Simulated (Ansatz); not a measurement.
Given this structure:

```yaml
crystal:
  lattice:
    - [3.51921, 0.00000, 0.00000]
    - [0.00000, 3.51921, 0.00000]
    - [0.00000, 0.00000, 3.51921]
  atoms:
    - { symbol: Ni, position: [0.50000, 0.50000, 0.00000] }
    - { symbol: Ni, position: [0.50000, 0.00000, 0.50000] }
    - { symbol: Ni, position: [0.00000, 0.50000, 0.50000] }
    - { symbol: Ni, position: [0.00000, 0.00000, 0.00000] }
```

Question: Describe what this structure looks like.

Answer: The element is nickel. Space group: Fm-3m (No. 225). Lattice: face-centred cubic. Its structure type: face-centred cubic (Cu type). The cell holds four atoms. Each Ni atom is coordinated by twelve Ni in a cuboctahedral arrangement at 2.49 Å. The bonds build a three-dimensional framework.

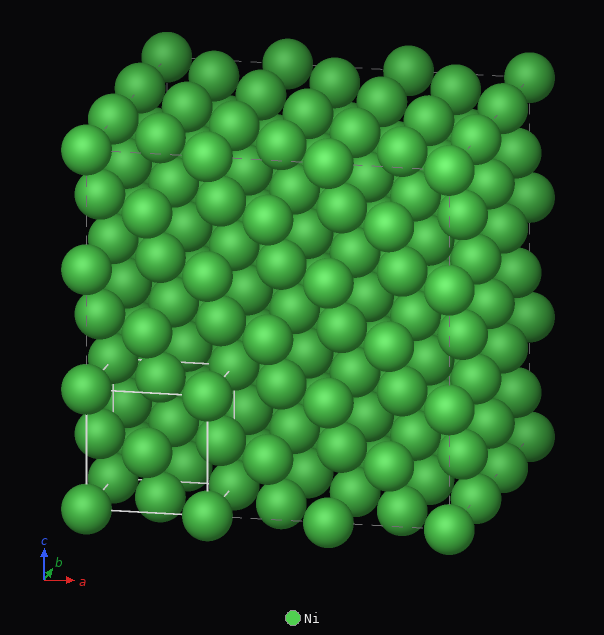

We look at a spheres-only model of the crystal slightly off an axis. Shown are 3×3×3 repeats of the conventional unit cell, one of them outlined in solid lines. Colours: nickel green.

Origin of the cell: a structure listed in the Materials Project, with elements exchanged, so it need not be a known form of the compound. What is shown is the relaxed result from DFT PBE, scalar-relativistic, plane waves, PAW (Ansatz).
